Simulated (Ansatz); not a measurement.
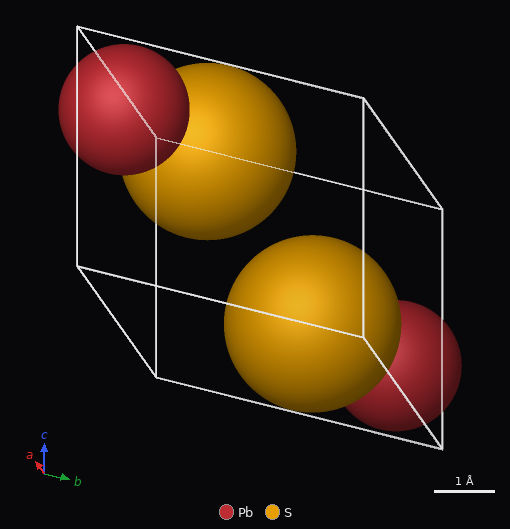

Crystal structure, space-filling style, seen from a general direction. The outline marks the simulation cell.

Full input:
```yaml
crystal:
  lattice:
    - [2.063748414, -5.8692756716, 0.0]
    - [2.063748414, 5.8692756716, 0.0]
    - [0.0, 0.0, 4.260442367]
  atoms:
    - { symbol: Pb, position: [0.8722772603, 0.1277227397, 0.75] }
    - { symbol: Pb, position: [0.1277227397, 0.8722772603, 0.25] }
    - { symbol: S, position: [0.6436799884, 0.3563200116, 0.75] }
    - { symbol: S, position: [0.3563200116, 0.6436799884, 0.25] }
kpoints:
  mp_grid: { grid: [4, 4, 4] }
hamiltonian:
  xc: pbe
scf:
  occupations: { method: fixed }
gw:
  n_empty_bands: 764
  ecut_chi: 220
  qp_bands: [v2, c2]
  qp_kpoints: band_edges
  screening: { model: contour_deformation }
```

Level of theory and settings: Ansatz, G0W0 on PBE, plane waves, PAW, a kinetic-energy cutoff of 420 eV, a 4×4×4 mesh of k-points, no spin polarisation.

Metal, semiconductor or insulator?

Answer. A semiconductor at this level, with a gap of 1.26 eV, indirect; the smallest direct gap is 1.66 eV.

The model was built from a structure listed in the Materials Project. Earlier steps of the study may have refined or changed the cell and positions. It was the input of a calculation with Ansatz.
